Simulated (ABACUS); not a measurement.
**Band-structure run of ZnS (part 2 of 2)**

Continued. System: ZnS (F-43m, 2 atoms in the cell). Method: Kohn-Sham DFT of a periodic cell, HCTH407, SPMS ONCV 1.0 PBE, no spin polarisation (ABACUS 3.10.1); cutoff 1142.88 eV, 7×7×7 k-mesh, fermi-dirac of 0.05 eV. The structure derives from an entry of the Crystallography Open Database.

Geometry of the input (Å; fractional positions):
```
0.0000  2.7020  2.7020
2.7020  0.0000  2.7020
2.7020  2.7020  0.0000
Zn 0.7500  0.7500  0.7500
S  0.0000  0.0000  0.0000
```

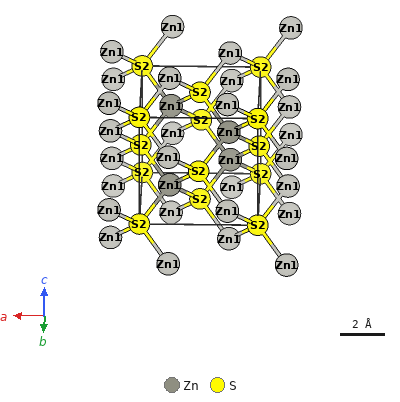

Fig. 1: The structure as given in the input (ball-and-stick view of the cell 4 times as large as that of the calculation, set on its symmetry axes, seen at an oblique angle; neighbours outside the cell are drawn fainter; atoms are numbered from 1 in the order of the input).

Output, continued
```
----------------------------------------------------------
 E_KohnSham     -418.3637475675      -5692.1308035515
 E_Harris       -419.3035858425      -5704.9179592897
 E_Fermi        0.6344093540         8.6315820790
----------------------------------------------------------

 PW ALGORITHM --------------- ION=   1  ELEC=   2--------------------------------

 Density error is 0.00892105066987
                          Error Threshold = 0.000467369238783
----------------------------------------------------------
     Energy           Rydberg                 eV
----------------------------------------------------------
 E_KohnSham     -418.3900627022      -5692.4888393271
 E_Harris       -417.2681183454      -5677.2240032363
 E_Fermi        0.6754688789         9.1902255743
----------------------------------------------------------

 PW ALGORITHM --------------- ION=   1  ELEC=   3--------------------------------

 Density error is 0.000753014922403
                          Error Threshold = 3.43117333457e-05
----------------------------------------------------------
     Energy           Rydberg                 eV
----------------------------------------------------------
 E_KohnSham     -418.3921316010      -5692.5169881397
 E_Harris       -418.6081138694      -5695.4555776568
 E_Fermi        0.6767247755         9.2073129246
----------------------------------------------------------

 PW ALGORITHM --------------- ION=   1  ELEC=   4--------------------------------

 Density error is 6.2586706938e-05
                          Error Threshold = 2.89621124001e-06
----------------------------------------------------------
     Energy           Rydberg                 eV
----------------------------------------------------------
 E_KohnSham     -418.3923130649      -5692.5194570826
 E_Harris       -418.2886162032      -5691.1085888981
 E_Fermi        0.6784705628         9.2310655794
----------------------------------------------------------

 PW ALGORITHM --------------- ION=   1  ELEC=   5--------------------------------

 Density error is 2.62254950851e-06
                          Error Threshold = 2.40718103608e-07
----------------------------------------------------------
     Energy           Rydberg                 eV
----------------------------------------------------------
 E_KohnSham     -418.3923326901      -5692.5197240974
 E_Harris       -418.3802987029      -5692.3559933020
 E_Fermi        0.6801064398         9.2533228278
----------------------------------------------------------

 PW ALGORITHM --------------- ION=   1  ELEC=   6--------------------------------

 Density error is 1.85154130313e-07
                          Error Threshold = 1.00867288789e-08
----------------------------------------------------------
     Energy           Rydberg                 eV
----------------------------------------------------------
 E_KohnSham     -418.3923351884      -5692.5197580883
 E_Harris       -418.3971391172      -5692.5851188931
 E_Fermi        0.6806409006         9.2605945403
----------------------------------------------------------

 PW ALGORITHM --------------- ION=   1  ELEC=   7--------------------------------

 Density error is 6.27564729014e-09
                          Error Threshold = 7.12131270433e-10
----------------------------------------------------------
     Energy           Rydberg                 eV
----------------------------------------------------------
 E_KohnSham     -418.3923353873      -5692.5197607949
 E_KS(sigma->0) -418.3923353873      -5692.5197607949
 E_Harris       -418.3914669709      -5692.5079453831
 E_band         -46.5767509848       -633.7092077206
 E_one_elec     -318.7394659989      -4336.6729150626
 E_Hartree      164.1413563783       2233.2577241935
 E_xc           -49.1989129623       -669.3855516935
 E_Ewald        -214.5953128044      -2919.7190182323
 E_entropy(-TS) -0.0000000000        -0.0000000000
 E_descf        0.0000000000         0.0000000000
 E_exx          0.0000000000         0.0000000000
 E_Fermi        0.6806655615         9.2609300684
----------------------------------------------------------

 charge density convergence is achieved
 final etot is -5692.5197608 eV
 EFERMI = 9.2609300684 eV
The vacuum level is 10.765247646 eV

 STATE ENERGY(eV) AND OCCUPATIONS    NSPIN == 1
 1/20 kpoint (Cartesian) = 0.0000 0.0000 0.0000 (874 pws)
       1       -117.690     0.00583090
       2       -72.0426     0.00583090
       3       -72.0426     0.00583090
       4       -72.0426     0.00583090
       5       -5.41003     0.00583090
       6       0.848460     0.00583090
       7       0.848460     0.00583090
       8       0.848460     0.00583090
       9        1.27000     0.00583090
      10        1.27000     0.00583090
      11        7.53490     0.00583090
      12        7.53490     0.00583090
      13        7.53490     0.00583090
      14        10.2628    1.15690e-11
      15        14.3428    4.21795e-47
      16        14.3428    4.21795e-47
      17        14.3428    4.21795e-47
      18        19.3440        0.00000
      19        19.3440        0.00000
      20        20.3501        0.00000
      21        22.7662        0.00000
      22        22.7662        0.00000
      23        22.7662        0.00000

 2/20 kpoint (Cartesian) = 0.026435 0.026435 0.026435 (865 pws)
       1       -117.690      0.0466472
       2       -72.0427      0.0466472
       3       -72.0426      0.0466472
       4       -72.0426      0.0466472
       5       -5.26784      0.0466472
       6       0.870804      0.0466472
       7       0.871959      0.0466472
       8       0.871959      0.0466472
       9        1.26889      0.0466472
      10        1.26889      0.0466472
      11        6.29297      0.0466472
      12        7.36345      0.0466472
      13        7.36345      0.0466472
      14        11.1300    2.71667e-18
      15        14.3153    5.85213e-46
      16        14.6464    7.79117e-49
      17        14.6464    7.79117e-49
      18        18.7888    8.14768e-85
      19        18.7888    8.14768e-85
      20        21.1418        0.00000
      21        22.3381        0.00000
      22        24.1954        0.00000
      23        24.1954        0.00000

 3/20 kpoint (Cartesian) = 0.052871 0.052871 0.052871 (857 pws)
       1       -117.690      0.0466472
       2       -72.0427      0.0466472
       3       -72.0426      0.0466472
       4       -72.0426      0.0466472
       5       -4.91860      0.0466472
       6       0.918344      0.0466472
       7       0.918344      0.0466472
       8        1.00072      0.0466472
       9        1.27547      0.0466472
      10        1.27547      0.0466472
      11        4.38797      0.0466472
      12        7.01858      0.0466472
      13        7.01858      0.0466472
      14        11.5373    7.88709e-22
      15        14.9714    1.16945e-51
      16        14.9714    1.16945e-51
      17        15.3635    4.59524e-55
      18        18.9105    7.13901e-86
      19        18.9105    7.13901e-86
      20        20.4205        0.00000
      21        24.9541        0.00000
      22        26.6811        0.00000
      23        26.6811        0.00000

 4/20 kpoint (Cartesian) = 0.079306 0.079306 0.079306 (856 pws)
       1       -117.690      0.0466472
       2       -72.0428      0.0466472
       3       -72.0427      0.0466472
       4       -72.0427      0.0466472
       5       -4.60104      0.0466472
       6       0.946338      0.0466472
       7       0.946338      0.0466472
       8        1.29286      0.0466472
       9        1.29286      0.0466472
      10        1.35652      0.0466472
      11        2.88499      0.0466472
      12        6.77099      0.0466472
      13        6.77099      0.0466472
      14        11.3972    1.29713e-20
      15        14.8744    8.14471e-51
      16        14.8744    8.14471e-51
      17        16.8384    7.10555e-68
      18        20.3396        0.00000
      19        20.4413        0.00000
      20        20.4413        0.00000
      21        23.8317        0.00000
      22        24.4136        0.00000
      23        24.4136        0.00000

 5/20 kpoint (Cartesian) = 0.0000 0.0000 0.052871 (869 pws)
       1       -117.690      0.0349854
       2       -72.0427      0.0349854
       3       -72.0426      0.0349854
       4       -72.0426      0.0349854
       5       -5.22038      0.0349854
       6       0.850307      0.0349854
       7       0.893878      0.0349854
       8       0.893878      0.0349854
       9        1.25390      0.0349854
      10        1.28218      0.0349854
      11        6.35940      0.0349854
      12        7.06248      0.0349854
      13        7.06248      0.0349854
      14        11.5459    4.97484e-22
      15        13.5541    1.79526e-39
      16        15.1169    4.78379e-53
      17        15.1169    4.78379e-53
      18        17.6785    2.68813e-75
      19        19.5958        0.00000
      20        21.8902        0.00000
      21        23.5087        0.00000
      22        23.5087        0.00000
      23        23.6167        0.00000

 6/20 kpoint (Cartesian) = 0.026435 0.079306 0.026435 (858 pws)
       1       -117.690       0.139942
       2       -72.0427       0.139942
       3       -72.0427       0.139942
       4       -72.0427       0.139942
       5       -4.93867       0.139942
       6       0.892777       0.139942
       7       0.945418       0.139942
       8       0.966370       0.139942
       9        1.25328       0.139942
      10        1.29355       0.139942
      11        4.92900       0.139942
      12        6.66208       0.139942
      13        6.69949       0.139942
      14        12.2169    2.95633e-27
      15        13.5789    4.37095e-39
      16        15.4522    2.34147e-55
      17        15.7183    1.14241e-57
      18        17.7313    3.74625e-75
      19        19.7854        0.00000
      20        22.0704        0.00000
      21        24.3337        0.00000
      22        25.2808        0.00000
      23        26.3275        0.00000

[... levels at 14 further k points ...]

------------------------------------------------------------------------------------------
 TOTAL-FORCE (eV/Angstrom)
------------------------------------------------------------------------------------------
                       Zn1         0.0000000000         0.0000000000         0.0000000000
                        S1         0.0000000000         0.0000000000         0.0000000000
------------------------------------------------------------------------------------------

----------------------------------------------------------------
 TOTAL-STRESS (KBAR)
----------------------------------------------------------------
        58.2404209476         0.0000000000        -0.0000000000
         0.0000000000        58.2404209476        -0.0000000000
         0.0000000000        -0.0000000000        58.2404209476
----------------------------------------------------------------
 TOTAL-PRESSURE: 58.240421 KBAR

 --------------------------------------------
 !FINAL_ETOT_IS -5692.5197607948675795 eV
 --------------------------------------------
```

Standard output
```
ABACUS v3.10.1

               Atomic-orbital Based Ab-initio Computation at UStc

 dft_functional readin is: GGA_XC_HCTH_407
 dft_functional in pseudopot file is: PBE
 Please make sure this is what you need
 dft_functional readin is: GGA_XC_HCTH_407
 dft_functional in pseudopot file is: PBE
 Please make sure this is what you need

%%%%%%%%%%%%%%%%%%%%%%%%%%%%%%%%%%%%%%%%%%%%%%%%%%%%%%%%%%%%%%%%%%%%%%%%%%%%%%%%%%%%%%%%%%%%%%%%%%%%%%%%%
 Warning: the number of valence electrons in pseudopotential > 12 for Zn: [Ar] 3d10 4s2
 Pseudopotentials with additional electrons can yield (more) accurate outcomes, but may be less efficient.
 If you're confident that your chosen pseudopotential is appropriate, you can safely ignore this warning.
%%%%%%%%%%%%%%%%%%%%%%%%%%%%%%%%%%%%%%%%%%%%%%%%%%%%%%%%%%%%%%%%%%%%%%%%%%%%%%%%%%%%%%%%%%%%%%%%%%%%%%%%%

 UNIFORM GRID DIM        : 45 * 45 * 45
 UNIFORM GRID DIM(BIG)   : 45 * 45 * 45
func,idGGA_XC_HCTH_407 164
 ---------------------------------------------------------
 Self-consistent calculations for electrons
 ---------------------------------------------------------
 SPIN    KPOINTS         PROCESSORS  THREADS
 1       20              4           4
 ---------------------------------------------------------
 Use plane wave basis
 ---------------------------------------------------------
 ELEMENT NATOM       XC
 Zn      1
 S       1
 ---------------------------------------------------------
 Initial plane wave basis and FFT box
 ---------------------------------------------------------
 -------------------------------------------
 SELF-CONSISTENT :
 -------------------------------------------
 START CHARGE      : atomic
 ITER       ETOT/eV          EDIFF/eV         DRHO     TIME/s
 DA1     -5.69213080e+03   0.00000000e+00   1.2152e-01   2.70
 DA2     -5.69248884e+03  -3.58035776e-01   8.9211e-03   0.97
 DA3     -5.69251699e+03  -2.81488126e-02   7.5301e-04   0.96
 DA4     -5.69251946e+03  -2.46894296e-03   6.2587e-05   1.01
 DA5     -5.69251972e+03  -2.67014784e-04   2.6225e-06   1.07
 DA6     -5.69251976e+03  -3.39908505e-05   1.8515e-07   2.00
 DA7     -5.69251976e+03  -2.70661664e-06   6.2756e-09   1.83
----------------------------------------------------------------
 TOTAL-STRESS (KBAR)
----------------------------------------------------------------
        58.2404209476         0.0000000000        -0.0000000000
         0.0000000000        58.2404209476        -0.0000000000
         0.0000000000        -0.0000000000        58.2404209476
----------------------------------------------------------------
 TOTAL-PRESSURE: 58.240421 KBAR
```

Key numbers

```csv
quantity,value
outcome,converged
space group (tolerance 0.01 Å),F-43m (216)
electrons treated,26
free energy,−5692.5198 eV
Fermi energy of the self-consistent step,9.261 eV
gap on the k-point mesh,2.73 eV
pressure,5.82 GPa
largest force (length of the vector),under 0.001 eV/Å
wall time,13 s (CPU time 50 s)
peak memory,0.28 GiB
```

Remarks

The cell is under a pressure of 5.8 GPa at this level, so it is not at its equilibrium volume.
